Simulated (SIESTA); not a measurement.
System: Li, space group Im-3m (No. 229).

Structure:
```cif
data_structure
_symmetry_space_group_name_H-M 'P 1'
_symmetry_Int_Tables_number 1
_cell_length_a 3.0391
_cell_length_b 3.0391
_cell_length_c 3.0391
_cell_angle_alpha 109.471
_cell_angle_beta 109.471
_cell_angle_gamma 109.471
_cell_volume 21.61
loop_
_atom_site_label
_atom_site_type_symbol
_atom_site_fract_x
_atom_site_fract_y
_atom_site_fract_z
_atom_site_occupancy
Li1 Li 0.00000 0.00000 0.00000 1
```

Computed with SIESTA 5.4.2: DFT in numerical atomic orbitals with pseudopotentials, no spin polarisation; energies at scaled volumes of the given cell, shape and fractions fixed, counted from the fit's minimum, third-order Birch-Murnaghan fit. Level: PBEsol.

k mesh 11×11×11; occupations Fermi–Dirac; smearing width 0.05 eV; potentials PseudoDojo 0.4 standard, converted to PSML, two zetas on semicore shells; program settings basis DZP, mesh cutoff 800 Ry.

Describe the result: the energy and pressure against volume. The volume takes the values 20.31, 20.74, 21.18, 21.61, 22.04, 22.47, 22.91 Å³/atom.

A third-order Birch–Murnaghan fit gives V0 = 20.44 Å³/atom, B0 = 13.6 GPa. The energy rises from 0.03 meV/atom at volume 20.31 Å³/atom to 10.88 meV/atom at 22.91 Å³/atom. The pressure falls from 0.10 GPa at volume 20.31 Å³/atom to −1.31 GPa at 22.91 Å³/atom.

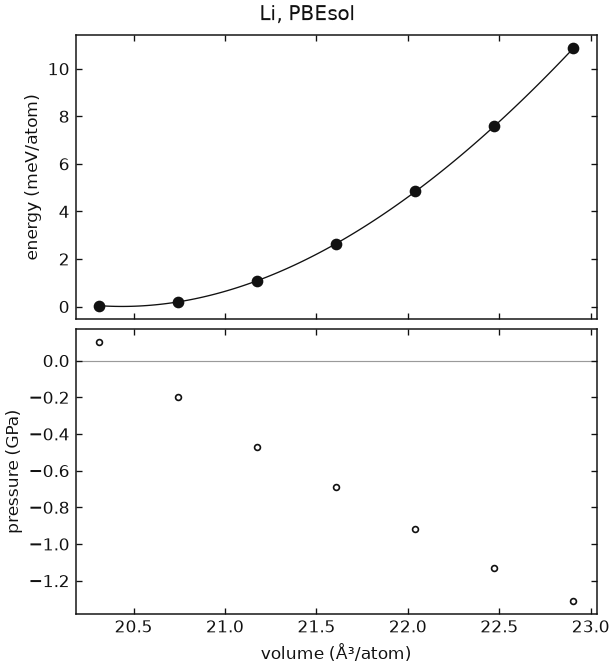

Limits of the calculation: mulliken charges of long orbitals.
